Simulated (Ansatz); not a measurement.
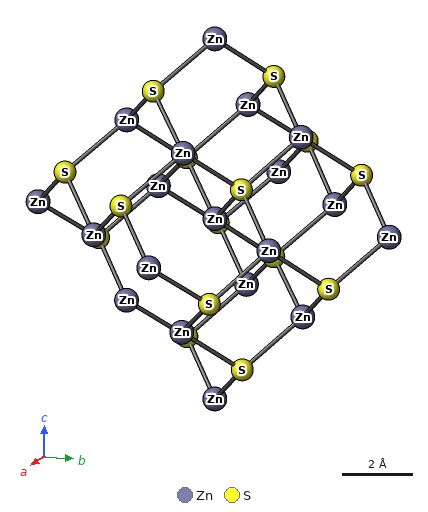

A defect cell of composition Zn₃₂S₃₁, before the relaxation. Style: ball-and-stick. Shown: the atoms within 5.8 Å of the atom that moves most (axes of the cell of the calculation (origin shifted)), slightly off an axis.

Theory: Ansatz 0.2.0, DFT, PBEsol, PAW, plane waves.

Settings: plane-wave cutoff 420 eV; k-point mesh 1 × 1 × 1; mesh shifted by (0.25, 0.25, 0.25); no spin polarisation; atoms relaxed in a fixed cell; force threshold 0.03 eV/Å; at most 80 steps.

```xyz
63
Lattice="10.7125 0.0000 0.0000 0.0000 10.7125 0.0000 0.0000 0.0000 10.7125" Properties=species:S:1:pos:R:3 pbc="T T T"
Zn   10.7103   10.6863    0.0032
Zn   10.6824    0.0001    5.3727
Zn   10.7065    5.3448    0.0134
Zn    0.0005    5.3536    5.3530
Zn    5.3769   10.6992    0.0128
Zn    5.3335    0.0207    5.3727
Zn    5.3746    5.3776    0.0045
Zn    5.3508    5.3617    5.3439
Zn    2.6900    2.7327   10.7020
Zn    2.6683    2.6933    5.3884
Zn    2.6616    8.0752    0.0031
Zn    2.6590    8.0254    5.3605
Zn    8.0140    2.6702    0.0166
Zn    8.0228    2.7166    5.3651
Zn    8.0209    8.0774   10.6951
Zn    8.0297    8.0397    5.3675
Zn    2.6829   10.7014    2.6674
Zn    2.6814    0.0167    8.0073
Zn    2.7052    5.3734    2.6558
Zn    2.6779    5.3457    8.0373
Zn    8.0413   10.6945    2.6914
Zn    8.0283   10.6938    8.0550
Zn    8.0311    5.3340    2.6758
Zn    8.0292    5.3536    8.0036
Zn    0.0108    2.6724    2.6545
Zn    0.0126    2.6798    7.9921
Zn    0.0040    8.0164    2.6681
Zn    0.0243    8.0333    8.0095
Zn    5.3563    2.6646    2.6926
Zn    5.3669    2.6693    8.0147
Zn    5.3032    8.0375    2.6589
Zn    5.3521    8.0603    8.0354
S     1.3276    1.3414    1.3483
S     1.3503    1.3501    6.7175
S     1.3089    6.6945    1.3534
S     1.3492    6.6820    6.7108
S     6.7126    1.3589    1.3849
S     6.7221    1.3225    6.6972
S     6.6953    6.6750    1.3369
S     4.0429    3.9794    1.3737
S     4.0078    4.0112    6.7163
S     4.0041    9.3576    1.3241
S     4.0184    9.3617    6.6776
S     9.3803    4.0112    1.3575
S     9.3640    3.9795    6.6995
S     9.3778    9.3635    1.3102
S     9.3676    9.3742    6.6921
S     4.0090    1.3563    4.0372
S     4.0564    1.3441    9.3773
S     4.0121    6.7079    4.0338
S     4.0109    6.6911    9.3614
S     9.3864    1.3561    4.0302
S     9.3411    1.3566    9.3630
S     9.3440    6.6717    4.0417
S     9.3793    6.6815    9.3529
S     1.3655    4.0020    4.0177
S     1.3480    3.9964    9.4044
S     1.3497    9.3704    4.0163
S     1.3022    9.3778    9.3914
S     6.6822    4.0110    4.0148
S     6.7021    3.9846    9.3828
S     6.6966    9.3899    4.0303
S     6.7137    9.3709    9.3900
```

Predict the outcome.

Over 3 geometry steps the energy falls by 0.721 eV per cell of the calculation. The largest force component goes from 0.55 to 0.02 eV/Å. Zn32 moves most: 0.36 Å along [1 −1 −1]. Largest moves by element: Zn 0.36 Å, S 0.12 Å. The lattice vectors keep their values. Among the contacts that change: Zn15–S63 2.255 → 2.319 Å, Zn31–S62 2.377 → 2.316 Å, Zn16–S47 2.308 → 2.369 Å, Zn16–S62 2.321 → 2.373 Å. Bond angles that change, for instance: S43–Zn32–S63 111.3° → 101.7°, Zn11–S51–Zn32 108.1° → 117.4°, Zn5–S63–Zn32 108.8° → 117.7°. Cost: 65 s on 8 threads of AMD EPYC 7B13, peak memory 2.4 GiB.

History of the run:

| step | E − E(0), meV/atom | largest force component, eV/Å |
| --- | --- | --- |
| 0 | 0.00 | 0.5473 |
| 1 | -8.20 | 0.3238 |
| 2 | -11.36 | 0.0615 |
| 3 | -11.44 | 0.0197 |

The end point in the same view:

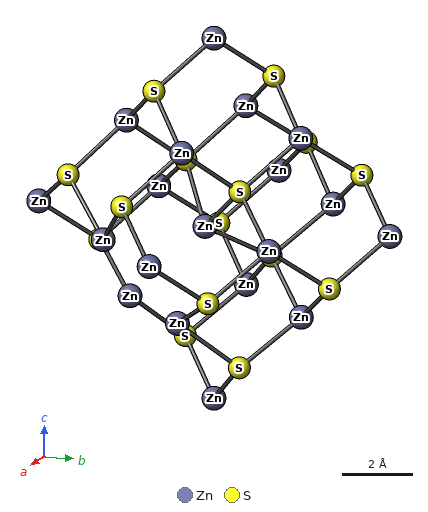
